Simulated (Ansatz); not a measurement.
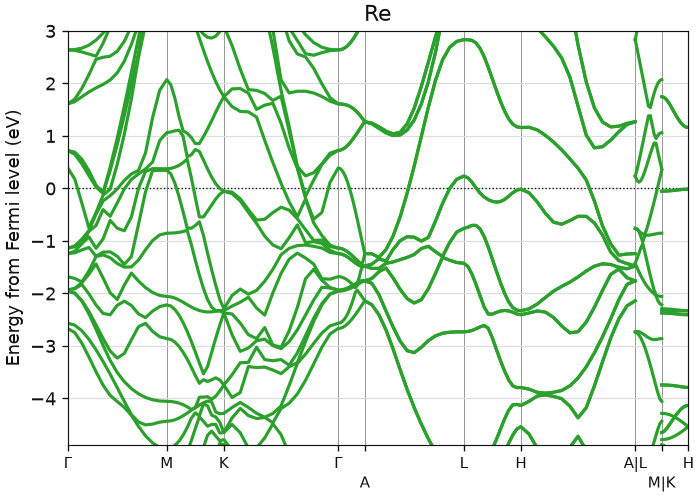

Band structure. Energies are counted from the Fermi level.

**Which Bravais lattice do the labels of the path belong to?**

A hexagonal (primitive) lattice: the path Γ–M–K–Γ–A–L–H–A|L–M|K–H runs through the special points of its Brillouin zone.

This input was run:

```yaml
crystal:
  lattice:
    - [2.7663873939, 0.0, 0.0]
    - [-1.3831936969, 2.3957617598, 0.0]
    - [0.0, 0.0, 8.93884516]
  atoms:
    - { symbol: Re, position: [0.6666666667, 0.3333333333, 0.75] }
    - { symbol: Re, position: [0.0, 0.0, 0.5] }
    - { symbol: Re, position: [0.3333333333, 0.6666666667, 0.25] }
    - { symbol: Re, position: [0.0, 0.0, 0.0] }
hamiltonian:
  xc: r2scan
  pseudopotentials: { kind: paw }
kpoints:
  mp_grid: { grid: [11, 11, 3] }
  band_path:
    path:
      - [[0.0, 0.0, 0.0], [0.5, 0.0, 0.0], [0.3333333333, 0.3333333333, 0.0], [0.0, 0.0, 0.0], [0.0, 0.0, 0.5], [0.5, 0.0, 0.5], [0.3333333333, 0.3333333333, 0.5], [0.0, 0.0, 0.5]]
      - [[0.5, 0.0, 0.5], [0.5, 0.0, 0.0]]
      - [[0.3333333333, 0.3333333333, 0.0], [0.3333333333, 0.3333333333, 0.5]]
    npoints: 14
scf:
  occupations: { method: fermi_dirac, width: 0.05 }
  n_extra_bands: 10
output:
  forces: true
  stress: true
  eigenvalues: true
  fatbands: false
```

System: Re, space group P6_3/mmc (No. 194), 4 atoms in the cell.

Ansatz; r2SCAN, Ansatz PAW, no spin polarisation, no spin-orbit coupling, 11×11×3 k mesh, 500 eV cutoff, Fermi-Dirac smearing of 0.05 eV.

**Does this material conduct, going by its bands?**

A metal: bands cross the Fermi level along this path.

Spin-orbit coupling is left out, which matters for Re. The PAW data sets were made with another functional. The cell is at −3 GPa in this functional. Bands are joined in order of energy, so crossings between the computed points show as kinks or gaps.
